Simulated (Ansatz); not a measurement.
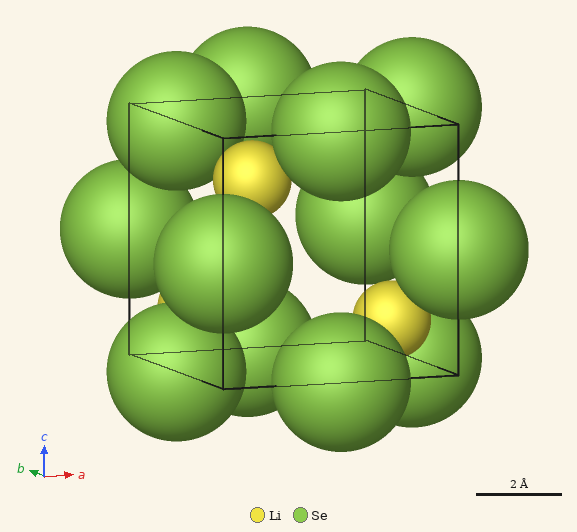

The image is a space-filling drawing of a crystal, viewed slightly off an axis. The frame is the conventional unit cell; atoms at its boundary are shown with their periodic copies. Cell: a = 5.99 Å, b = 5.99 Å, c = 5.99 Å, α = 90.00°, β = 90.00°, γ = 90.00°.

The initial geometry was a structure type filled with these elements by a generator (whether the compound takes this form wasn't checked). Earlier steps of the study may have refined or changed the cell and positions. Ansatz was used for an electronic-structure calculation on it.

> Notes on the structure:

Chemical formula Li4Se3. The symmetry is that of P-43m (No. 215), on a primitive cubic lattice. Counting shared atoms by their share gives 4 Li, 3 Se, or 7 atoms. About every Li there are three Se in a trigonal planar arrangement at about 2.5 Å. Se is surrounded by four Li at about 2.5 Å.

Level of theory: Ansatz, DFT PBE, scalar-relativistic, plane waves, PAW. Settings were plane-wave cutoff 420 eV, k-grid 6×6×6, Gaussian smearing of 0.1 eV, no spin polarisation.

> How large a gap does the method give, if there is one?

A metal: bands cross the Fermi level.

> Give the Bader charge of each element.

Li +0.86 e; Se -1.15 e.

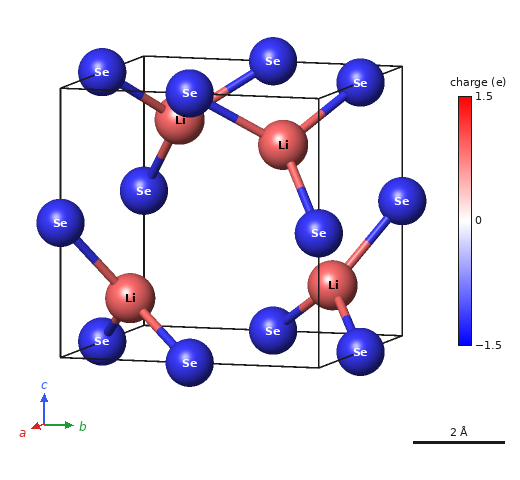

The atoms coloured by those charges. The run's cell of 7 atoms is drawn.

> Is this an equilibrium geometry for the method given?

Yes. All forces vanish to within 0.01 eV/Å. The pressure is 0.0 GPa, close to zero.
